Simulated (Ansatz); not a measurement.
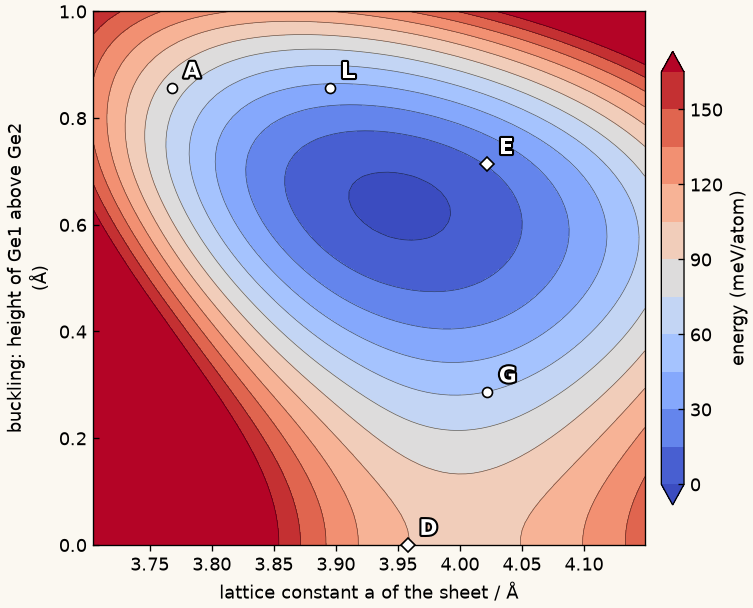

A two-dimensional sheet of Ge of the honeycomb type (2 atoms in the cell). 
- The lattice constant and the buckling of a sheet are varied, nothing relaxed.
- Coordinates scanned: (1) lattice constant a of the sheet (both vectors scaled alike); (2) buckling: height of Ge1 above Ge2.
- The grid has 8 × 8 points.
- Points are written as (first, second).
- Energies: meV/atom, counted from the lowest grid point.
- Computed with Ansatz 0.2.0, DFT LDA, scalar-relativistic, plane waves, PAW. Settings: cutoff 420 eV, k-mesh 12×12×1, gaussian smearing 0.1 eV, no spin polarisation.

In the figure: filled contours, one colour for all values above the top of the scale, lettered points. Between grid points the surface is interpolated.

Q: Rank the lettered points by energy, lowest first.

A: E (16 meV/atom), L (42 meV/atom), G (60 meV/atom), A (83 meV/atom), D (105 meV/atom).

Q: What kind of point is each of A, G, L: minimum, saddle, maximum or slope?

A: A: on a slope; G: on a slope; L: on a slope. (In these two coordinates alone; a stationary point may lie a little off the grid point.)

PAW datasets: the set soft_1.
